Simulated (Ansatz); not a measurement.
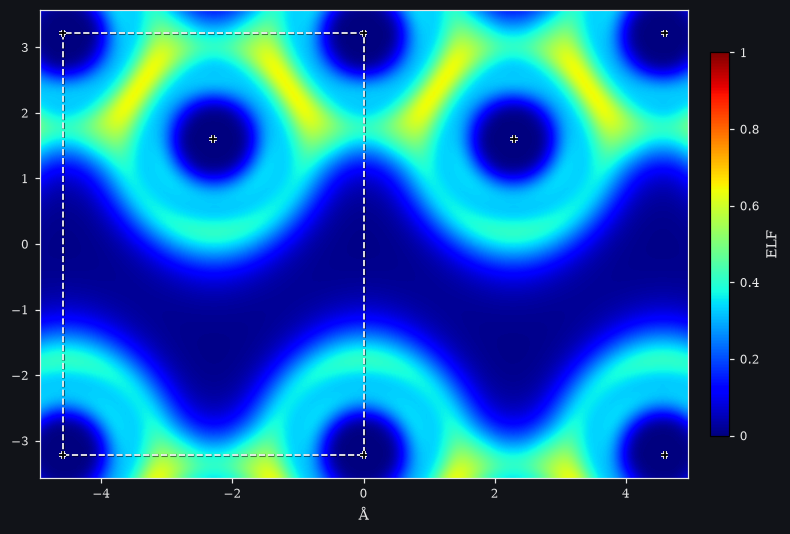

The ELF on a plane through atoms (crosses mark nuclei in the plane).

Computed with DFT PBEsol, scalar-relativistic, plane waves, PAW (Ansatz).

Candidates:
A. Ta, a = 3.71 Å, b = 3.71 Å, c = 2.62 Å, α = 90.00°, β = 90.00°, γ = 90.00°. Space group I4/mmm; computed pressure about 4 GPa in this cell; computed without spin polarisation.
B. Sn, a = 4.59 Å, b = 4.59 Å, c = 6.43 Å, α = 90.00°, β = 90.00°, γ = 90.00°. Space group I4₁/amd; changed on purpose from its base cell (strain -0.0100 x Voigt [0, 1, 0, 0, 0, 0], atoms carried along).

Which system is this?

Candidate B: Sn on the (010) plane of the conventional cell, which holds Sn. Sn–Sn (2.80 Å): the ELF peaks at about 0.65 between the atoms.
